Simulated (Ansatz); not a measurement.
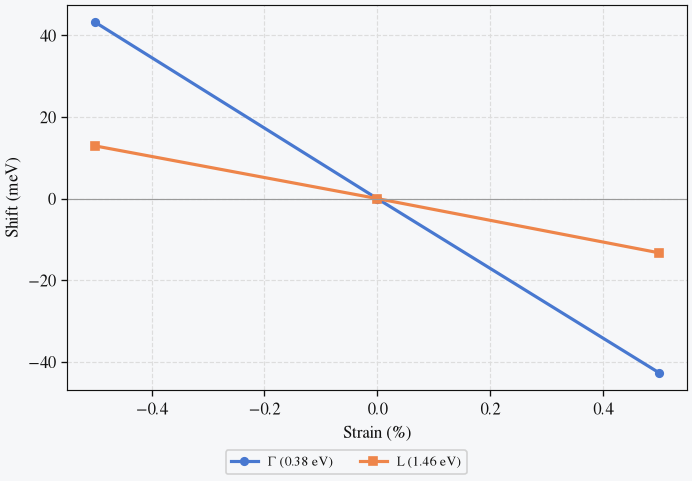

Shifts of the lowest conduction level at the points named, against the centre of the valence top at Γ (unstrained energies in the legend).

System: zincblende CdTe, space group F-43m (No. 216), 2 atoms in the primitive cell, in a cell relaxed beforehand; cubic a = 6.489 Å. Here all lengths are changed by ±0.5 %, and the atoms are carried along without relaxing. Method: PBEsol, all-electron LAPW, spin-orbit coupling, no magnetisation, 8×8×8 k mesh, fixed occupations (Ansatz 0.2.0).

> How fast does each conduction level move?

For each 1 % of strain: −86 meV at Γ and −26 meV at L. Over dlnV = 3 % that gives deformation potentials of −2.9 eV at Γ and −0.9 eV at L, against the valence top.

LDA, GGA and most meta-GGA functionals understate gaps.
